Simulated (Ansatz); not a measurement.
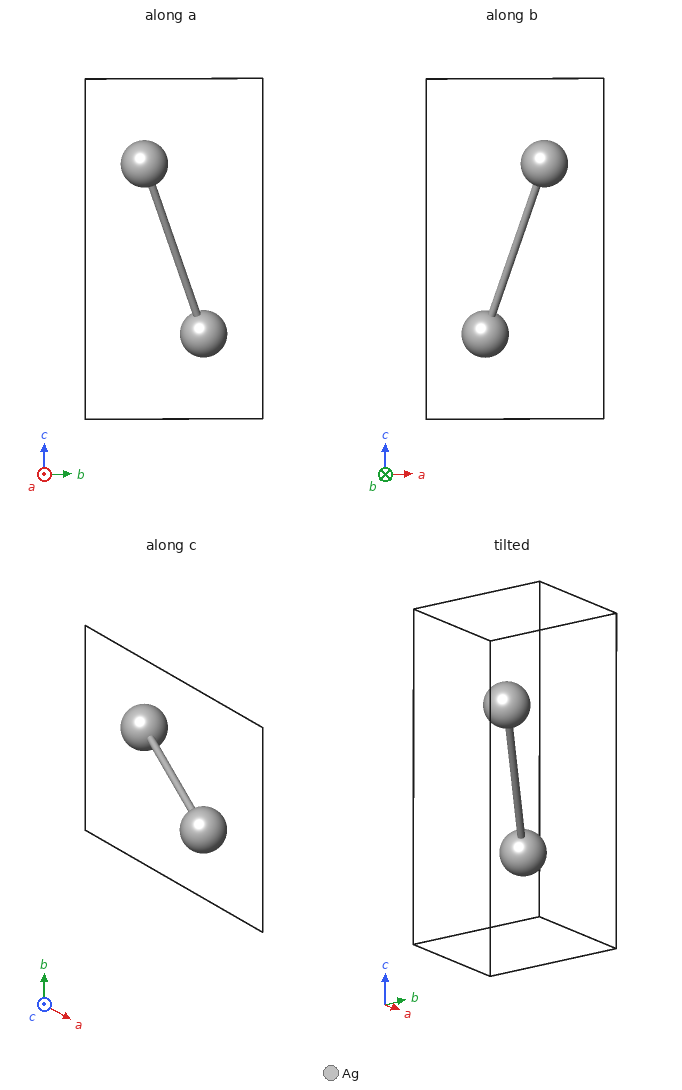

An orthographic ball-and-stick view of the structure, along the a axis, along the b axis, along the c axis and slightly off an axis. Lines trace the edges of the unit cell.

Lattice parameters: a = 2.876 Å, b = 2.876 Å, c = 4.782 Å, α = 89.87°, β = 89.87°, γ = 119.94°. Put a along x and b in the xy plane.

**Convert the drawing into a POSCAR file.**

```
Ag
1.0
     2.876    0.000    0.000
    -1.436    2.492    0.000
     0.011    0.018    4.782
Ag
2
Direct
  0.3325 0.6675 0.2500
  0.6663 0.3337 0.7500
```

The initial geometry was a structure type filled with this element by a generator (whether the element takes this form wasn't checked). Earlier steps of the study may have refined or changed the cell and positions. A calculation with Ansatz used it as input.

At this level of theory the cell isn't at rest (compressed, at 4 GPa), so its distances can differ from those at equilibrium, the more so the softer the solid.
